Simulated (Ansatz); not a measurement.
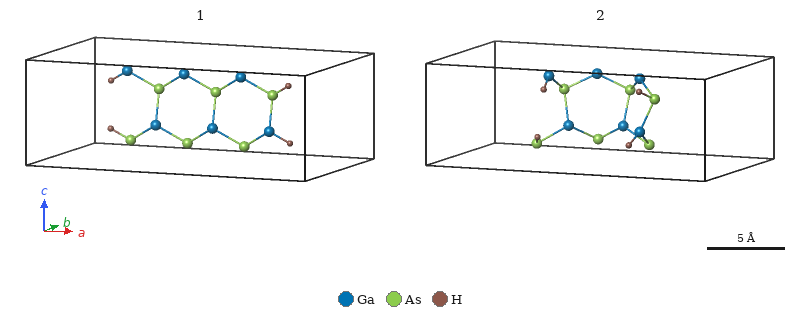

Two geometries of a wire of composition Ga3As3H2, drawn at one scale. One is the start of a relaxation, the other its converged end. Style: ball-and-stick. Shown: the cell of the calculation, with the vacuum cut short, slightly off an axis.

Computed with Ansatz, DFT PBE, scalar-relativistic, plane waves, PAW. Set-up: plane-wave cutoff 420 eV; k-point mesh 1 × 1 × 5; occupations gaussian; smearing width 0.05 eV; no spin polarisation; cell relaxed at fixed a, b, alpha, beta, gamma; force threshold 0.02 eV/Å; at most 45 steps.

Question: Which geometry has the lower energy?

Answer: Structure 2 is the relaxed one. Case: armchair ribbon, 6 formula units a period, edges capped with H. The largest moves relative to the centre of the atoms, 4.14 Å, are those of H atoms. Largest moves by element: H 4.14 Å, As 2.13 Å, Ga 2.03 Å. Along the periodic axis the drawn cell goes c 7.004 → 6.760 Å (−3.5 %). Among the contacts that change: As–Ga 2.405 → 2.453 Å, As–Ga 2.405 → 2.430 Å, As–H 1.520 → 1.535 Å. Bond angles that change, for instance: Ga–As–H 114.4° → 93.4°, Ga–As–Ga 114.4° → 94.4°, Ga–As–Ga 114.4° → 96.5°. The energy falls by 1.333 eV per cell of the calculation in 28 accepted moves (30 points after the start). The largest force component goes from 0.41 to 0.0095 eV/Å. The line search rejected the trial step at point 22 of the run. The SCF was repeated once at an unchanged geometry on a basis and grid sized afresh for the cell, which shifted the energy by 3.3 meV per cell of the calculation at most.
